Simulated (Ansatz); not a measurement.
# Ca on Co(0001): change of the work function, part 4 of 4

Aim: the work function of Co(0001) at several coverages of Ca (fcc site), and the dipole that each adsorbate carries.

Ansatz 0.2.0; plane-wave DFT, PBE, Ansatz PAW.

So far, work function, upper face (eV): step 2 (the clean slab) 4.93; step 3 (37 atoms, coverage 0.111 ML, cell 3x3) 2.21.

## Step 4: Adsorbate added, k-mesh 6×6×1, coverage 0.25 ML (continued)

Step by step:

```csv
step,energy less that of the first step (eV),largest force component (eV/Å)
1,0.0000,1.0551
2,-0.1770,0.7345
3,-0.2787,0.1701
4,-0.2878,0.0831
5,-0.2891,0.0142
```

The run keeps the 6 symmetry operations that it works with, so distortions that break them were not tested.

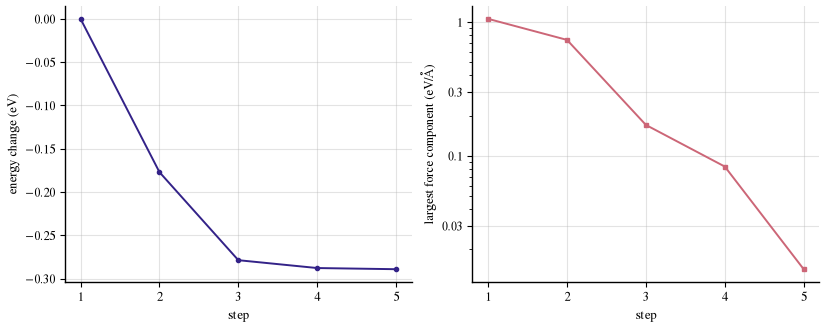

Energy and largest force along the relaxation.

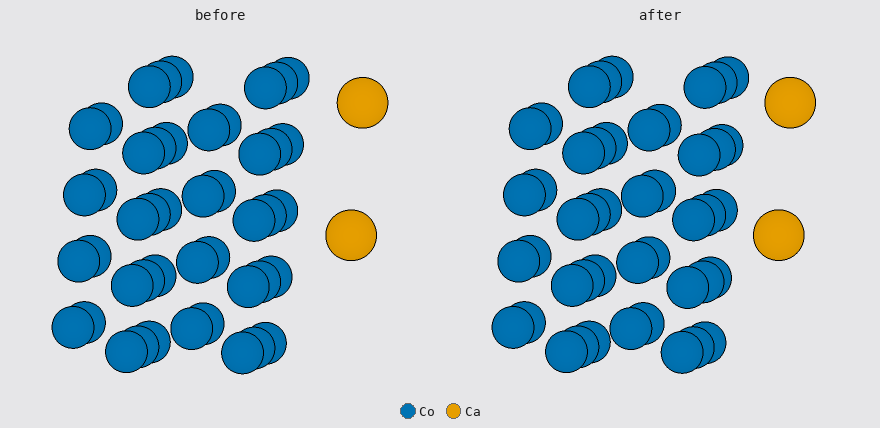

Before and after, at one scale.

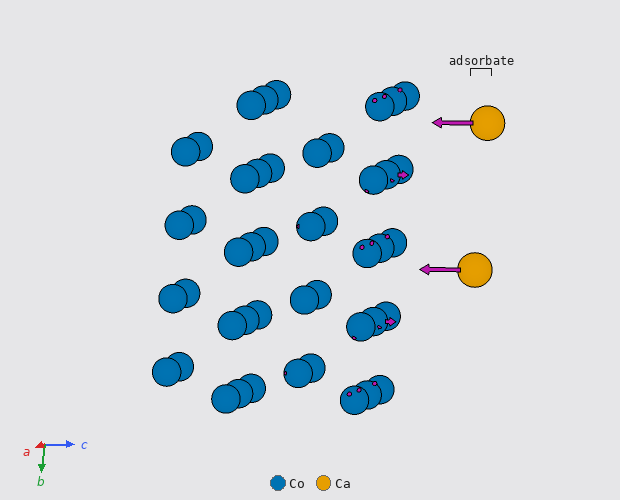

Displacements in the relaxation, exaggerated; the longest in the cell stands for 0.42 Å. 1×2×1 cells are drawn. Some periodic images of atoms are drawn too.

The atoms that moved most (Å):

```csv
atom,dx,dy,dz,length
Ca17,0.000,0.000,-0.425,0.425
Co16,0.000,0.000,0.116,0.116
Co8,0.000,0.031,-0.019,0.036
Co12,0.027,-0.015,-0.019,0.036
Co4,-0.027,-0.015,-0.019,0.036
Co15,0.000,0.000,-0.028,0.028
Co3,0.008,0.005,0.005,0.010
Co7,0.000,-0.009,0.005,0.010
```

The relaxed structure:

```xyz
17
Lattice="5.0200 0.0000 0.0000 2.5100 4.3474 0.0000 0.0000 0.0000 26.7789" Properties=species:S:1:pos:R:3
Co    2.5100    1.4491    9.0000
Co    0.0000    0.0000   11.0356
Co    2.5180    1.4538   13.0857
Co   -0.0267   -0.0154   15.0075
Co    3.7650    3.6229    9.0000
Co    1.2550    2.1737   11.0356
Co    3.7650    3.6137   13.0857
Co    1.2550    2.2046   15.0075
Co    5.0200    1.4491    9.0000
Co    2.5100    0.0000   11.0356
Co    5.0120    1.4538   13.0857
Co    2.5367   -0.0154   15.0075
Co    6.2750    3.6229    9.0000
Co    3.7650    2.1737   11.0356
Co    6.2750    3.6229   13.0527
Co    3.7650    2.1737   15.1425
Ca    1.2550    0.7246   17.3540
```

This step gave:

```
energy at zero smearing        : -83830.3236 eV
total moment                   : 27.08 μB
work function, upper face      : 2.502 eV
work function, lower face      : 4.989 eV
dipole along the normal        : 0.2999 e·Å
step between the vacuum levels : -2.487 eV
```

Running mean over 2.03561 Å of the planar mean; the ramp of the sawtooth is left out. Table of electron's electrostatic potential energy less the Fermi level by z:

```csv
z (Å),electron's electrostatic potential energy less the Fermi level (eV)
4,4.99
5,4.98
6,4.93
7,4.21
8,-3.46
9,-10.3
10,-10.5
11,-10.5
12,-10.5
13,-10.6
14,-11.3
15,-10.5
16,-5.66
17,-1.78
18,-1.67
19,1.14
20,2.18
21,2.43
22,2.49
23,2.50
```

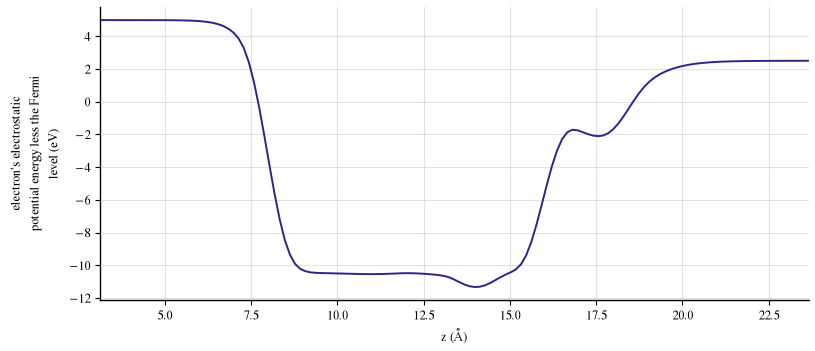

Electron's electrostatic potential energy less the Fermi level, plotted against z.

The density of states has structure finer than the step of the table below, so its rows give means over 0.5 eV, whole bins alone (the curve runs from -8 to 1.98 eV). Peaks (eV: height): total -2.62: 56.9, -2.47: 51.7, -2.08: 60.4, -1.35: 48.0, -1.26: 47.4, -1.11: 60.2, -0.87: 82.8; up -2.89: 33.0, -2.62: 51.4, -2.47: 40.4, -2.08: 39.2, -1.74: 30.9, -1.11: 44.8, -0.87: 38.7; down -2.26: 26.6, -1.35: 29.4, -0.87: 44.1, -0.36: 29.6, 0.84: 39.9, 0.93: 34.7, 1.11: 42.4.

Table of density of states by energy, zero at the Fermi level; means over each step; values in states/eV a cell:

```csv
energy (eV),total,up,down
-7.5,0.918,0.468,0.450
-7.0,2.11,1.10,1.01
-6.5,1.94,1.01,0.931
-6.0,2.75,1.43,1.32
-5.5,2.77,1.63,1.14
-5.0,9.10,7.23,1.87
-4.5,15.3,12.7,2.62
-4.0,16.2,11.1,5.05
-3.5,22.0,14.6,7.49
-3.0,26.4,17.4,8.99
-2.5,39.6,27.6,12.0
-2.0,30.7,19.2,11.6
-1.5,36.9,20.8,16.2
-1.0,50.9,26.4,24.5
-0.5,24.2,6.40,17.8
0.0,16.5,3.98,12.5
0.5,20.3,2.45,17.9
1.0,29.1,3.77,25.3
1.5,10.3,3.45,6.86
```

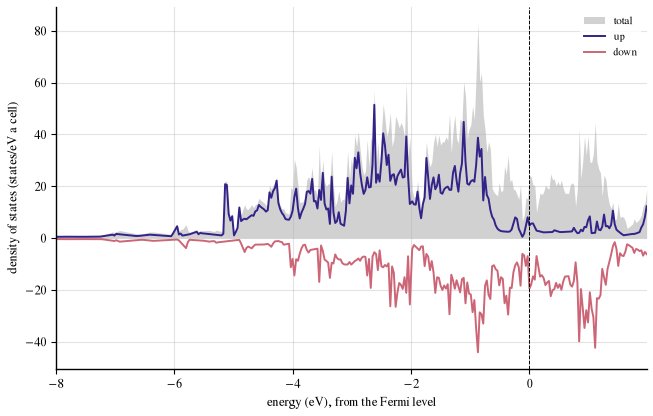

Density of states against energy. Down spins are drawn negative.

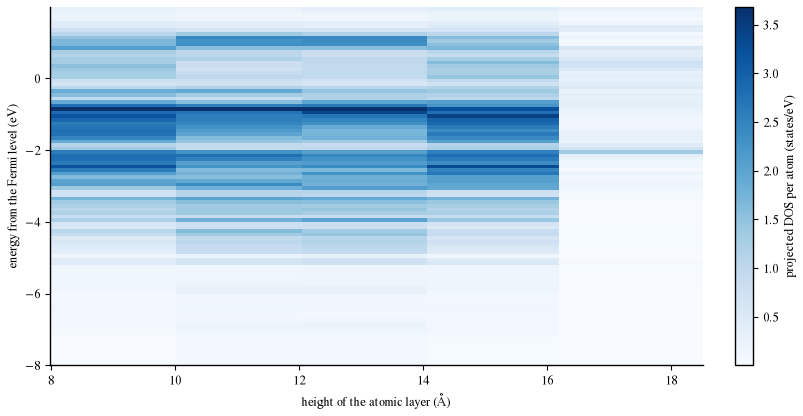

Projected DOS per atom over height of the atomic layer and energy from the Fermi level. Layers: Co4 Co4 Co4 Co4 Ca from below.

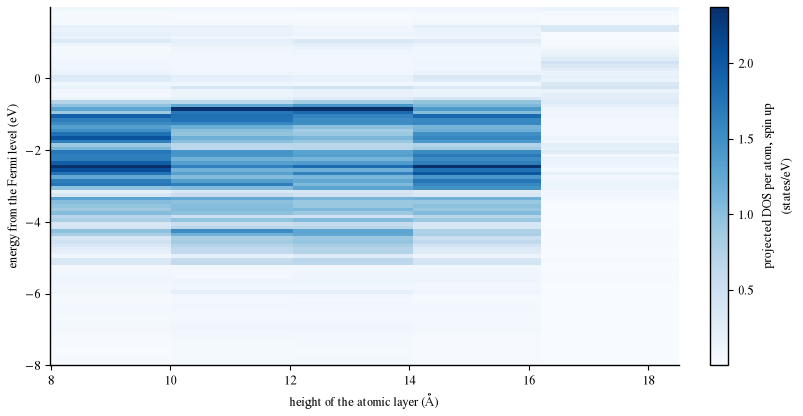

Projected DOS per atom, spin up over height of the atomic layer and energy from the Fermi level. Layers: Co4 Co4 Co4 Co4 Ca from below.

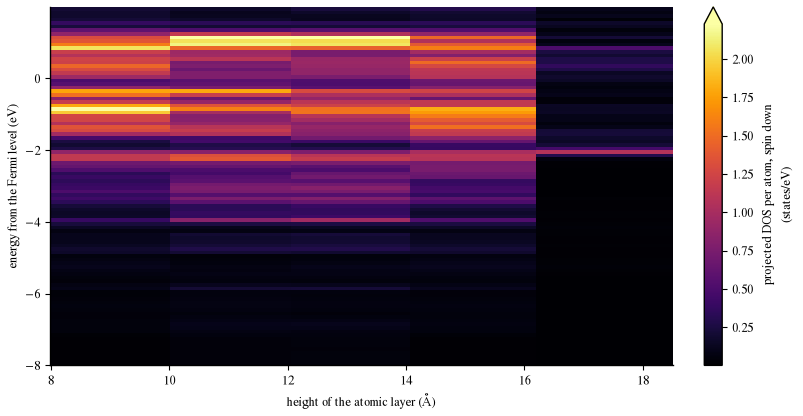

Projected DOS per atom, spin down over height of the atomic layer and energy from the Fermi level. Layers: Co4 Co4 Co4 Co4 Ca from below.

Site moment by atom:

```csv
atom,site moment (μB)
Co1,1.84
Co2,1.76
Co3,1.74
Co4,1.65
Co5,1.84
Co6,1.76
Co7,1.74
Co8,1.65
Co9,1.84
Co10,1.76
Co11,1.74
Co12,1.65
Co13,1.84
Co14,1.76
Co15,1.74
Co16,1.81
Ca17,-0.04
```

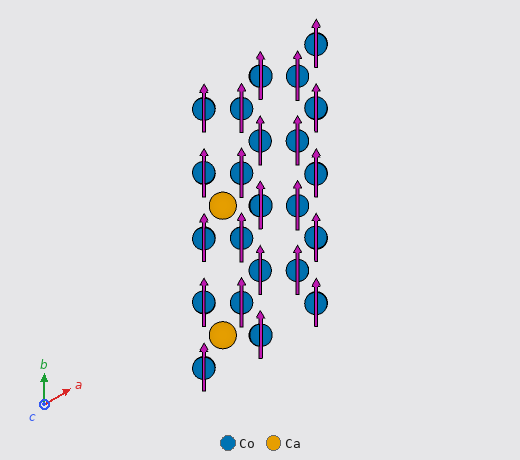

Site moment as arrows, the longest 1.84 μB. Up and down stand for the sign. Arrows give size and sign along the axis of quantisation, drawn up and down the page. 1×2×1 cells are drawn. Some periodic images of atoms are drawn too.

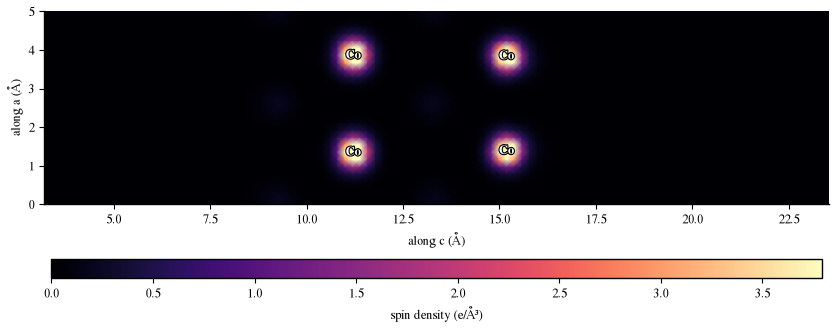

Spin density in the ca plane at fractional y = 0.000, with atoms of Co within 0.2 Å of it. The map starts off the cell's origin, so that atoms lie inside it. The far vacuum is left out of the map.

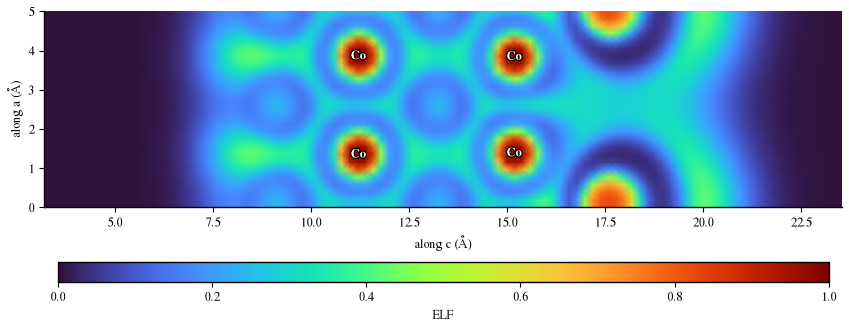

ELF in the ca plane at fractional y = 0.000, with atoms of Co within 0.2 Å of it. It is the smooth field of the valence electrons, not physical close to the nuclei. The map starts off the cell's origin, so that atoms lie inside it. The far vacuum is left out of the map.

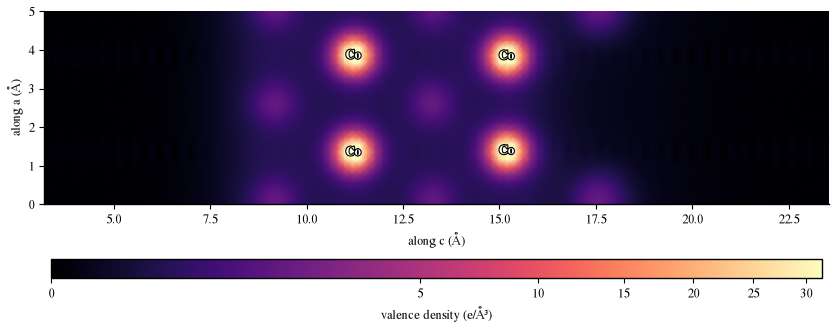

Valence density in the ca plane at fractional y = 0.000, with atoms of Co within 0.2 Å of it. It is the smooth field of the valence electrons, not physical close to the nuclei. The map starts off the cell's origin, so that atoms lie inside it. The colour scale is stretched toward low values. The far vacuum is left out of the map.

The relaxation took 5 steps and lowered the energy by 0.29 eV; the largest force on the free atoms ends at 0.014 eV/Å.

By hand: a sheet of dipoles makes a step −p/(ε₀A) in the electron's potential. With e/ε₀ = 180.95 V·Å, p = 0.2999 e·Å and A = 21.82 Å², that is −180.95 × (0.2999) / 21.82 = -2.487 eV, and the two vacuum levels of the run differ by -2.487 eV.

The covered face has 2.50 eV, -2.42 eV against the clean one; the bare back face has moved by +0.00 eV, a measure of how thin the slab is.

## Step 5: Work function against coverage

This step: plane-wave DFT, PBE, Ansatz PAW; work function against coverage (Ansatz 0.2.0).

The runs are now put side by side.

This step gave:

```
work function of the clean face     : 4.925 eV
largest change of the work function : -2.716 eV
```

The work function of the covered face by coverage:

```csv
coverage (adsorbates/nm²),work function of the covered face (eV)
0.00,4.93
2.04,2.21
4.58,2.50
```

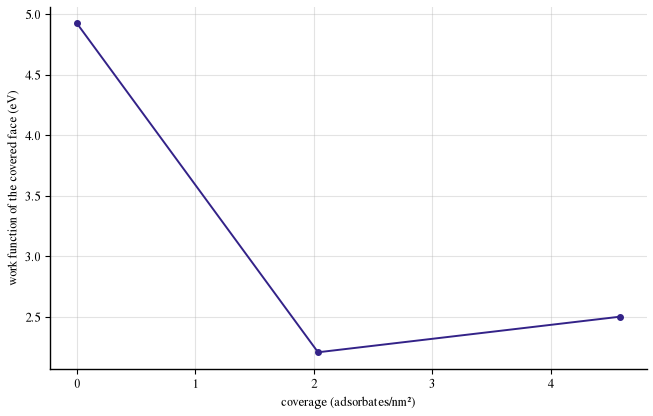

Work function of the covered face against coverage.

The dipole per adsorbate comes from the change of the cell's dipole. Coverage, by row:

```csv
coverage (1/nm²),coverage (ML),work function (eV),change (eV),"dipole per adsorbate, positive end outwards (debye)",mean height of the added atoms over the highest substrate atom (Å)
2.036,0.1111,2.209,-2.716,3.516,2.224
4.582,0.25,2.502,-2.423,1.404,2.211
```

## Step 6: Summary of results

```json
{
  "work function of the clean face": "4.93 eV",
  "work function at 0.11 ML": "2.21 eV",
  "work function at 0.25 ML": "2.50 eV",
  "dipole per adsorbate at 0.11 ML, positive end outwards": "3.52 D"
}
```

What this shows: Ca lowers the work function of Co(0001) at the lowest coverage, by 2.72 eV: the adsorbate layer has its positive end outwards. The slab has 4 layers, at the tabulated experimental lattice constant, one starting site was run, and quantum-size effects of a slab this thin can reach one or two tenths of an eV. The magnetic order is the one reached from the typed start; other orders were not compared.

[Logs are printed without paths, hosts, clocks, repeated set-up lines and the standing remarks that a program may print on its own settings, such as how far it seeks lower states.]

[Hosts, paths, dates, database ids (printed as entryN), source tags and the programs' standing remarks are cut or masked in the printed files.]

[Maps of the electrostatic potential energy from Ansatz leave out the sawtooth potential of an applied field or a dipole correction, so their vacuum need not be flat; planar profiles and work functions include it.]
